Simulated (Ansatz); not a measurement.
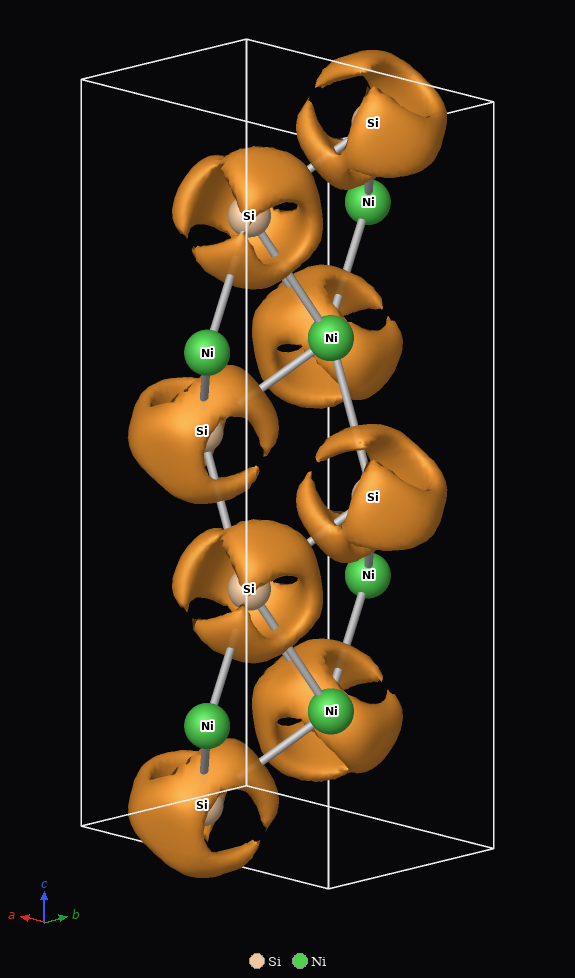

SiNi. Isosurface of the ELF at 0.65 (orange), seen at an oblique angle. Core shells and regions of very low density are left out. Sticks mark near contacts.

Space group Pnma; computed without spin polarisation.

Level of theory: DFT PBE, scalar-relativistic, plane waves, PAW (Ansatz 0.2.0).

In a PAW calculation such maps are meaningful between the atoms, not at the nuclei.

### Identify the bonds, lone pairs and shells in this picture.

The ELF exceeds this value in eight regions wrapped around Si (the valence shell of each), counted in one cell of 16 atoms. Any copies at cell faces, edges or corners count once. Profiles from the grid: Si–Ni (2.29 Å): the ELF peaks at about 0.70 in the valence shell of Si, 0.9 Å from its nucleus, and is about 0.50 at the midpoint. Si–Ni (2.39 Å): the ELF peaks at about 0.70 in the valence shell of Si, 0.9 Å from its nucleus, and is about 0.50 at the midpoint.
